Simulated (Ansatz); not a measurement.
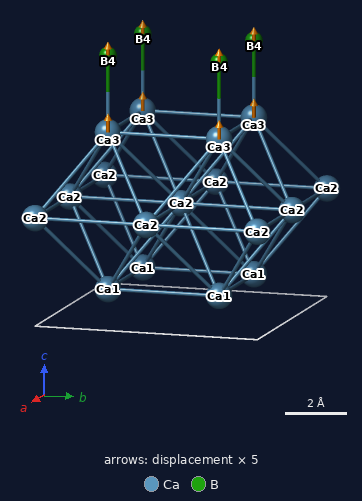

This is a constrained relaxation of a slab of composition Ca3B (cut from the Fm-3m phase). The starting structure is drawn; orange arrows show the displacements, 5 times their true length.

The picture is a ball-and-stick view of the 2 × 2 repeat of the cell, outlined in the plane, without the vacuum, seen slightly off an axis.

Case: B put at a top Ca site. The slab is the (1 0 0) face of Ca with B on it. 1 atoms are held fixed.

Level of theory: DFT PBEsol, scalar-relativistic, plane waves, PAW in Ansatz 0.2.0.

Input file:
```yaml
crystal:
  lattice:
    - [3.8570176995, 0.0, 0.0]
    - [0.0, 3.8570176995, 0.0]
    - [0.0, 0.0, 24.454646741]
  atoms:
    - { symbol: Ca, position: [0.5, 0.5, 0.3475822035] }
    - { symbol: Ca, position: [0.0, 0.0, 0.4557810715] }
    - { symbol: Ca, position: [0.5, 0.5, 0.56404551] }
    - { symbol: B, position: [0.5, 0.5, 0.6703647723] }
basis:
  ecutwfc: 420
kpoints:
  mp_grid: { grid: [8, 8, 1] }
hamiltonian:
  xc: pbesol
scf:
  occupations: { method: gaussian, width: 0.1 }
output:
  forces: true
  eigenvalues: true
relax:
  adjacent_minimum: "off"
  f_tol: 0.03
  max_steps: 70
  constraints: [{ sites: [0] }]
efield:
  axis: 3
  dipole_correction: true
```

> Which element moves most?

Calcium: up to 0.13 Å, against 0.09 Å for boron.

> What did the optimiser do to the structure, and how much energy did it gain?

The largest move is that of Ca3, 0.13 Å along the normal (+c). Largest moves by element: Ca 0.13 Å, B 0.09 Å. The cell doesn't change. Near-neighbour distances that change, for instance: Ca2–Ca3 3.801 → 3.893 Å, Ca3–B4 2.600 → 2.564 Å. After 2 geometry steps the energy has fallen by 10.9 meV per cell of the calculation. The largest force component goes from 0.23 to 0.0067 eV/Å. The run took roughly 26 core-seconds on a shared host.

Limits of the set-up: the periodic images lie only 3.9 Å apart, so the values are limited by the cell's size.
